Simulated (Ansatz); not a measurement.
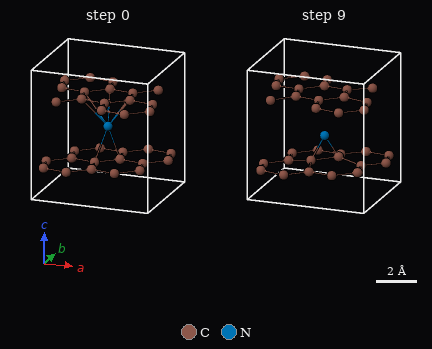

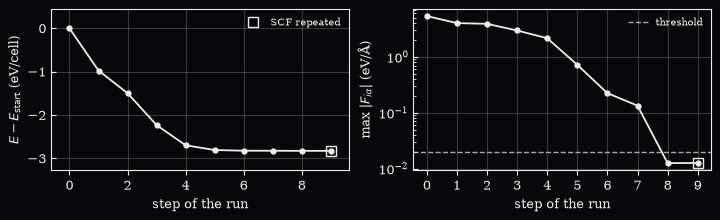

First and last geometry of a relaxation of a defect cell of composition C$_{32}$N, with the history of the run. A ball-and-stick model of the cell of the calculation (origin shifted), seen slightly off an axis.

Case: N interstitial, charge +0, atoms relaxed. The atoms of the start lie slightly off their symmetric places, so part of the fall in energy undoes that.

All numbers below come from DFT PBE+D3(BJ), scalar-relativistic, plane waves, PAW in Ansatz.

Input file:
```yaml
crystal:
  lattice:
    - [-4.9310759936, -4.2682922371, 0.0]
    - [4.9310759936, -4.2682922371, 0.0]
    - [0.0, 0.0, 6.7989836733]
  atoms:
    - { symbol: C, position: [0.4166550898, 0.1666550898, 0.7499969864] }
    - { symbol: C, position: [0.0416550898, 0.0416550898, 0.7499969864] }
    - { symbol: C, position: [0.6666550898, 0.9166550898, 0.7499969864] }
    - { symbol: C, position: [0.5416550898, 0.5416550898, 0.7499969864] }
    - { symbol: C, position: [0.1666550898, 0.4166550898, 0.7499969864] }
    - { symbol: C, position: [0.7916550898, 0.2916550898, 0.7499969864] }
    - { symbol: C, position: [0.2916550898, 0.7916550898, 0.7499969864] }
    - { symbol: C, position: [0.9166550898, 0.6666550898, 0.7499969864] }
    - { symbol: C, position: [0.6666550898, 0.4166550898, 0.2500030136] }
    - { symbol: C, position: [0.2916550898, 0.2916550898, 0.2500030136] }
    - { symbol: C, position: [0.9166550898, 0.1666550898, 0.2500030136] }
    - { symbol: C, position: [0.7916550898, 0.7916550898, 0.2500030136] }
    - { symbol: C, position: [0.4166550898, 0.6666550898, 0.2500030136] }
    - { symbol: C, position: [0.0416550898, 0.5416550898, 0.2500030136] }
    - { symbol: C, position: [0.5416550898, 0.0416550898, 0.2500030136] }
    - { symbol: C, position: [0.1666550898, 0.9166550898, 0.2500030136] }
    - { symbol: C, position: [0.8333449102, 0.5833449102, 0.2500030136] }
    - { symbol: C, position: [0.4583449102, 0.4583449102, 0.2500030136] }
    - { symbol: C, position: [0.0833449102, 0.3333449102, 0.2500030136] }
    - { symbol: C, position: [0.9583449102, 0.9583449102, 0.2500030136] }
    - { symbol: C, position: [0.5833449102, 0.8333449102, 0.2500030136] }
    - { symbol: C, position: [0.2083449102, 0.7083449102, 0.2500030136] }
    - { symbol: C, position: [0.7083449102, 0.2083449102, 0.2500030136] }
    - { symbol: C, position: [0.3333449102, 0.0833449102, 0.2500030136] }
    - { symbol: C, position: [0.5833449102, 0.3333449102, 0.7499969864] }
    - { symbol: C, position: [0.2083449102, 0.2083449102, 0.7499969864] }
    - { symbol: C, position: [0.8333449102, 0.0833449102, 0.7499969864] }
    - { symbol: C, position: [0.7083449102, 0.7083449102, 0.7499969864] }
    - { symbol: C, position: [0.3333449102, 0.5833449102, 0.7499969864] }
    - { symbol: C, position: [0.9583449102, 0.4583449102, 0.7499969864] }
    - { symbol: C, position: [0.4583449102, 0.9583449102, 0.7499969864] }
    - { symbol: C, position: [0.0833449102, 0.8333449102, 0.7499969864] }
    - { symbol: "N", position: [0.7516839965, 0.0150290576, 0.0144834097] }
basis:
  ecutwfc: 420
  xc_grid: 2
kpoints:
  mp_grid: { grid: [4, 4, 4], shift: [0.5, 0.5, 0.5] }
hamiltonian:
  xc: pbe
  dispersion: d3bj
scf:
  occupations: { method: gaussian, width: 0.1 }
output:
  forces: true
  stress: false
  eigenvalues: true
  write_density: true
  write_potential: true
  elf: true
  volumetric_format: npy
relax:
  adjacent_minimum: "off"
  f_tol: 0.02
  max_steps: 60
```

Run as
```bash
ansatz run input.yaml --threads 4 --pin off --max-ram 8192MiB --backend cpu --events-out ev --progress --plain --runs-dir out
```

### What do the curves and the structures tell?

It converged. After 8 accepted moves (9 points after the start) the energy has fallen by 2.824 eV per cell of the calculation. Largest force component: 5.4 eV/Å at the start, 0.013 eV/Å at the end. 1 step only repeated the SCF at the same geometry. The largest move is that of N33, 0.48 Å roughly along −c. By element the largest moves are N 0.48 Å, C 0.21 Å. The cell doesn't change. Among the contacts that change: C15–N33 2.130 → 2.709 Å, C21–N33 2.191 → 2.747 Å, C23–N33 2.082 → 2.628 Å, C3–N33 1.962 → 1.436 Å. Among the angles between lasting bonds that change: C3–C31–C7 120.0° → 117.4°, C1–C31–C7 120.0° → 122.2°.

```
step  E − E(0), meV/atom  largest force component, eV/Å                         note
   0                0.00                         5.3765                             
   1              -29.49                         4.0320                             
   2              -45.29                         3.9071                             
   3              -67.58                         2.9721                             
   4              -81.68                         2.1578                             
   5              -84.99                         0.7208                             
   6              -85.48                         0.2239                             
   7              -85.52                         0.1342                             
   8              -85.59                         0.0125                             
   9              -85.59                         0.0126  same geometry, SCF repeated
```

Limits of the set-up: the cell has an odd number of electrons but was run without spin polarisation; the periodic images lie only 6.5 Å apart, so the values are limited by the cell's size.
